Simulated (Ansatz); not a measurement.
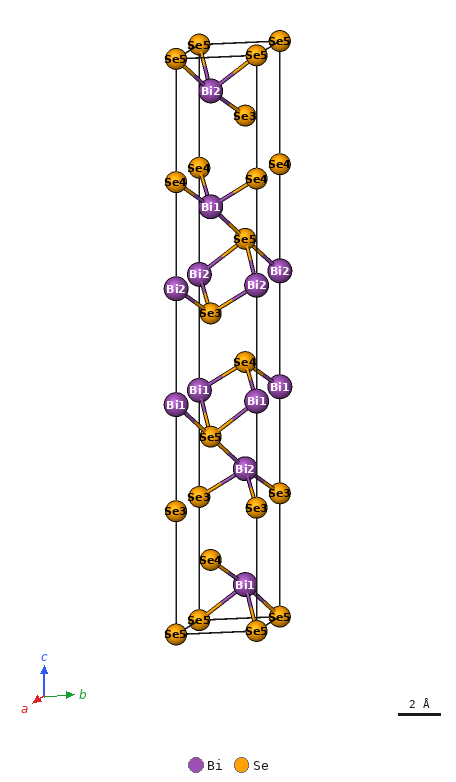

**Figure 1.** The structure (ball-and-stick view of the cell 3 times as large as that of the calculation, set on its symmetry axes, seen slightly off an axis; atoms are numbered from 1 in the order of the input). Near neighbours in the crystal (not all of them lie inside the picture): Bi has 6 Se at 2.78 to 2.99 Å; Se has 3 Bi at 2.78 Å; Se has 6 Bi at 2.99 Å.

## Two runs on Bi2Se3

System: Bi2Se3 (R-3m, 5 atoms in the cell).
Method of run A: DFT, PBE, plane waves, PAW, no spin polarisation (Ansatz 0.2.0).

The structure was built on a prototype by a generator. The geometry comes from this level: r2scan-rvv10 (a point of a series of volumes). Text and figures count atoms from 1; the logs count them from 0 in places.

### The input, run A
```yaml
crystal:
  lattice:
    - [2.0144099963, 1.1630201536, 9.4869389597]
    - [-2.0144099963, 1.1630201536, 9.4869389597]
    - [0.0, -2.3260403072, 9.4869389597]
  atoms:
    - { symbol: Bi, position: [0.3993442181, 0.3993442181, 0.3993442181] }
    - { symbol: Bi, position: [0.6006557819, 0.6006557819, 0.6006557819] }
    - { symbol: Se, position: [0.2141197029, 0.2141197029, 0.2141197029] }
    - { symbol: Se, position: [0.7858802971, 0.7858802971, 0.7858802971] }
    - { symbol: Se, position: [0.0, 0.0, 0.0] }
kpoints:
  mp_grid: { grid: [4, 4, 4] }
hamiltonian:
  xc: pbe
scf:
  occupations: { method: fermi_dirac, width: 0.02 }
  n_extra_bands: 5
output:
  forces: true
  stress: true
  eigenvalues: true
basis:
  ecutwfc: 260
```

Launched with:
```bash
ansatz run input.yaml --threads 2 --pin off --max-ram 3686MiB --backend cpu --events-out ev --progress --plain --runs-dir out
```

Hardware: 2 threads of AMD EPYC (Zen 3), 24 GiB of memory available, shared host.

### Output, shortened to warnings, some set-up lines, iterations and results (run A)
```
Warning: basis.ecutwfc = 260 eV is below the records' recommended 420 eV, and the density's cutoff is lower with it unless basis.ecutrho_ratio is high enough to keep the records' density cutoff: compare with a run at a higher cutoff
Basis set: ecut = 260 eV, 1267 PW (Γ), FFT grids on a1−a3, a2−a3, a3, exchange–correlation on 48×48×108 points (8 copies of the dense FFT grid, shifted against one another)
Symmetry: 12 space group operations
k-points: 13 of 64
Initial density: superposition of atomic densities (neutral atoms: chi_scale 0, normalization atom), corrected by the library's trained network
[...]
SCF iter   1: F=—  HF=-41199.955572 eV  |F-HF|=—  |Δ(HF+E_count)|=         —  Δρ=7.15e-3  dr2=2.67e-2  ethr=1.77e-3  ⟨swp⟩=6.6  Hψ=1971  notcnv=0
SCF iter   2: F=—  HF=-41199.881709 eV  |F-HF|=—  |Δ(HF+E_count)|=   7.39e-2  Δρ=3.67e-3  dr2=9.85e-3  ethr=3.43e-5  ⟨swp⟩=2.0  Hψ=1238  notcnv=0  defer=10
SCF iter   3: F=—  HF=-41199.877460 eV  |F-HF|=—  |Δ(HF+E_count)|=   4.25e-3  Δρ=1.22e-3  dr2=1.15e-3  ethr=1.26e-5  ⟨swp⟩=2.0  Hψ=1124  notcnv=0  defer=10
SCF iter   4: F=—  HF=-41199.877207 eV  |F-HF|=—  |Δ(HF+E_count)|=   2.53e-4  Δρ=3.70e-4  dr2=2.77e-4  ethr=1.47e-6  ⟨swp⟩=2.1  Hψ=730  notcnv=0  defer=10
SCF iter   5: F=—  HF=-41199.877164 eV  |F-HF|=—  |Δ(HF+E_count)|=   4.28e-5  Δρ=1.26e-4  dr2=4.29e-5  ethr=3.55e-7  ⟨swp⟩=2.0  Hψ=665  notcnv=0  defer=10
SCF iter   6: F=—  HF=-41199.877175 eV  |F-HF|=—  |Δ(HF+E_count)|=   1.05e-5  Δρ=3.22e-5  dr2=9.78e-7  ethr=5.50e-8  ⟨swp⟩=2.0  Hψ=649  notcnv=0  defer=10
SCF iter   7: F=—  HF=-41199.877176 eV  |F-HF|=—  |Δ(HF+E_count)|=   6.50e-7  Δρ=8.05e-6  dr2=1.10e-7  ethr=1.25e-9  ⟨swp⟩=2.0  Hψ=1070  notcnv=0  defer=10
SCF iter   8: F=-41199.877176 eV  HF=-41199.877176 eV  |F-HF|=2.51e-8  |Δ(HF+E_count)|=   1.24e-7  Δρ=2.93e-6  dr2=1.83e-8  ethr=1.28e-10  ⟨swp⟩=7.0  Hψ=1990  notcnv=0
SCF 1 converged in 8 iterations: F = -41199.877176 eV  dr2 = 1.83e-8
SCF converged after 8 iterations
Free energy (F): -41199.877176 eV
Harris-Foulkes:  -41199.877176 eV  (|F-HF|=2.51e-8)
Internal energy: -41199.877172 eV  (E = F + TS)
E sigma→0 (E₀):  -41199.877174 eV
Entropy (-TS):   -0.000004 eV (-0.001 meV/atom)
Fermi energy:    10.199110 eV
--- Per-component energies (eV) ---
  E_band       = -1294.034827
  E_kinetic    = 974.669238
  E_local      = -10213.911109  (includes V_loc(G=0)·N_el)
  E_nonlocal   = -652.952873
  E_hartree    = 4573.474442
  E_xc         = -622.287874
  E_vxc        = -591.593372  (∫ρ·V_xc dr)
  E_paw        = -27076.364087  (= ΣΔE_a)
  E_vpaw       = 42.829535  (= ΣTr[D̂ρ^β])
  E_aug_tail   = -0.028870  (compensation charges beyond the density's cutoff)
  E_ewald      = -8182.476039
  E_smearing   = -0.000004  (= −TS)
  E_closure    = -0.000000  (closes the sum)
  Σ components = -41199.877176   (vs F -41199.877176, Δ=0.00e0)
--- Forces (eV/Å), atoms counted from 1 ---
  atom   1  Bi     0.00000000     0.00000000    -0.33657838
  atom   2  Bi     0.00000000    -0.00000000     0.33657838
  atom   3  Se     0.00000000    -0.00000000    -0.87103915
  atom   4  Se     0.00000000     0.00000000     0.87103915
  atom   5  Se    -0.00000000    -0.00000000     0.00000000
  max |Σ_I F_I| component: 1.11e-16 eV/Å
--- Stress (GPa, compression-positive) ---
        8.641619       0.000000       0.000000
        0.000000       8.641619      -0.000000
        0.000000      -0.000000       8.063514
  P = ⅓ Tr σ = 8.4489 GPa (84.489 kbar)
```

For run B the input was changed thus:
```diff
-    - [2.0144099963, 1.1630201536, 9.4869389597]
-    - [-2.0144099963, 1.1630201536, 9.4869389597]
-    - [0.0, -2.3260403072, 9.4869389597]
+    - [2.1250044505, 1.2268718915, 10.007787664]
+    - [-2.1250044505, 1.2268718915, 10.007787664]
+    - [0.0, -2.4537437831, 10.007787664]
```

What does this change do to the results?

With the same functional and potentials, run B lies 76.8 meV per atom lower. The gap on the mesh goes from 0.32 to 0.40 eV. The pressure goes from 8.45 to −2.14 GPa. The largest force goes from 0.871 to 0.419 eV/Å. The volume per atom goes from 26.67 to 31.31 Å³. The number of SCF iterations is the same. The plane waves at Γ go from 1267 to 1539.

### Output, shortened to warnings, some set-up lines, iterations and results (run B)
```
Warning: basis.ecutwfc = 260 eV is below the records' recommended 420 eV, and the density's cutoff is lower with it unless basis.ecutrho_ratio is high enough to keep the records' density cutoff: compare with a run at a higher cutoff
Basis set: ecut = 260 eV, 1539 PW (Γ), FFT grids on a1−a3, a2−a3, a3, exchange–correlation on 48×48×120 points (8 copies of the dense FFT grid, shifted against one another)
Symmetry: 12 space group operations
k-points: 13 of 64
Initial density: superposition of atomic densities (neutral atoms: chi_scale 0, normalization atom), corrected by the library's trained network
[...]
SCF iter   1: F=—  HF=-41200.338564 eV  |F-HF|=—  |Δ(HF+E_count)|=         —  Δρ=6.56e-3  dr2=2.53e-2  ethr=1.77e-3  ⟨swp⟩=7.2  Hψ=2019  notcnv=0
SCF iter   2: F=—  HF=-41200.266119 eV  |F-HF|=—  |Δ(HF+E_count)|=   7.24e-2  Δρ=3.42e-3  dr2=1.17e-2  ethr=3.25e-5  ⟨swp⟩=2.0  Hψ=1238  notcnv=0  defer=10
SCF iter   3: F=—  HF=-41200.261527 eV  |F-HF|=—  |Δ(HF+E_count)|=   4.59e-3  Δρ=1.18e-3  dr2=2.39e-3  ethr=1.50e-5  ⟨swp⟩=2.0  Hψ=1124  notcnv=0  defer=10
SCF iter   4: F=—  HF=-41200.261186 eV  |F-HF|=—  |Δ(HF+E_count)|=   3.41e-4  Δρ=5.17e-4  dr2=6.38e-4  ethr=3.07e-6  ⟨swp⟩=2.0  Hψ=657  notcnv=0  defer=10
SCF iter   5: F=—  HF=-41200.261084 eV  |F-HF|=—  |Δ(HF+E_count)|=   1.02e-4  Δρ=1.50e-4  dr2=4.93e-5  ethr=8.18e-7  ⟨swp⟩=2.0  Hψ=662  notcnv=0  defer=10
SCF iter   6: F=—  HF=-41200.260978 eV  |F-HF|=—  |Δ(HF+E_count)|=   1.06e-4  Δρ=3.41e-5  dr2=1.69e-6  ethr=6.32e-8  ⟨swp⟩=2.2  Hψ=796  notcnv=0  defer=10
SCF iter   7: F=—  HF=-41200.260980 eV  |F-HF|=—  |Δ(HF+E_count)|=   1.19e-6  Δρ=8.52e-6  dr2=2.21e-7  ethr=2.17e-9  ⟨swp⟩=2.0  Hψ=996  notcnv=0  defer=10
SCF iter   8: F=-41200.260980 eV  HF=-41200.260980 eV  |F-HF|=2.35e-8  |Δ(HF+E_count)|=   1.69e-7  Δρ=3.24e-6  dr2=2.92e-8  ethr=1.28e-10  ⟨swp⟩=7.0  Hψ=1995  notcnv=0
SCF 1 converged in 8 iterations: F = -41200.260980 eV  dr2 = 2.92e-8
SCF converged after 8 iterations
Free energy (F): -41200.260980 eV
Harris-Foulkes:  -41200.260980 eV  (|F-HF|=2.35e-8)
Internal energy: -41200.260979 eV  (E = F + TS)
E sigma→0 (E₀):  -41200.260980 eV
Entropy (-TS):   -0.000001 eV (-0.000 meV/atom)
Fermi energy:    7.660293 eV
--- Per-component energies (eV) ---
  E_band       = -1458.577674
  E_kinetic    = 961.832269
  E_local      = -10893.663205  (includes V_loc(G=0)·N_el)
  E_nonlocal   = -652.623400
  E_hartree    = 4834.750770
  E_xc         = -615.975780
  E_vxc        = -583.123124  (∫ρ·V_xc dr)
  E_paw        = -27077.924378  (= ΣΔE_a)
  E_vpaw       = 39.531867  (= ΣTr[D̂ρ^β])
  E_aug_tail   = -0.032780  (compensation charges beyond the density's cutoff)
  E_ewald      = -7756.624474
  E_smearing   = -0.000001  (= −TS)
  E_closure    = -0.000000  (closes the sum)
  Σ components = -41200.260980   (vs F -41200.260980, Δ=0.00e0)
--- Forces (eV/Å), atoms counted from 1 ---
  atom   1  Bi     0.00000000    -0.00000000     0.12423189
  atom   2  Bi    -0.00000000     0.00000000    -0.12423189
  atom   3  Se     0.00000000    -0.00000000     0.41860752
  atom   4  Se    -0.00000000     0.00000000    -0.41860752
  atom   5  Se     0.00000000     0.00000000     0.00000000
  max |Σ_I F_I| component: 9.19e-30 eV/Å
--- Stress (GPa, compression-positive) ---
       -2.114187       0.000000      -0.000000
        0.000000      -2.114187       0.000000
       -0.000000       0.000000      -2.197578
  P = ⅓ Tr σ = -2.1420 GPa (-21.420 kbar)
```

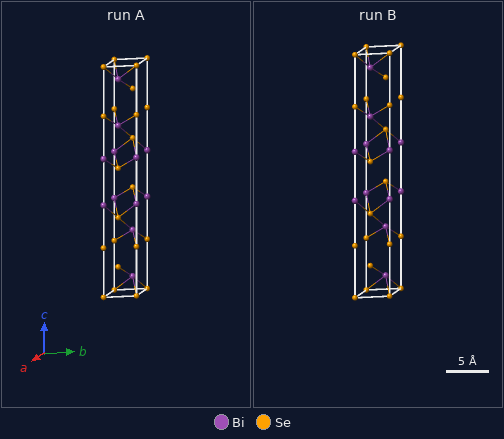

**Figure 2.** The two input geometries at one scale (ball-and-stick view of the cell 3 times as large as that of the calculation, set on its symmetry axes, seen slightly off an axis). The atoms keep their places relative to the cell (all moves are under 0.005 Å). The drawn cell changes as follows: a = b 4.029 → 4.250 Å (+5.5 %), c 28.461 → 30.023 Å (+5.5 %); the volume changes by +17.4 %. Among the contacts that change: Bi–Se 2.990 → 3.154 Å, Bi–Se 2.775 → 2.928 Å.

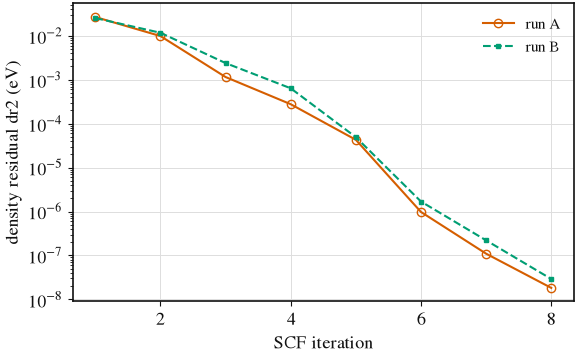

**Figure 3.** Convergence of the two runs: density residual dr2 against the SCF iteration. Run A takes 8 iterations in all, and run B takes 8.

### The two runs side by side

| quantity | run A | run B |
| --- | --- | --- |
| outcome | converged | converged |
| free energy per atom (eV) | −8239.9754 | −8240.0522 |
| gap on the mesh (eV) | 0.32 | 0.40 |
| pressure (GPa) | 8.45 | −2.14 |
| volume per atom (Å³) | 26.67 | 31.31 |
| largest force (eV/Å) | 0.871 | 0.419 |
| SCF iterations | 8 | 8 |
| irreducible k-points | 13 | 13 |
| plane waves at Γ | 1267 | 1539 |
| wall time (shared host) | 1 s | 1.1 s |

For both runs: Warnings: the cutoff is below the recommended one. Spin–orbit coupling is left out, which matters for Bi.
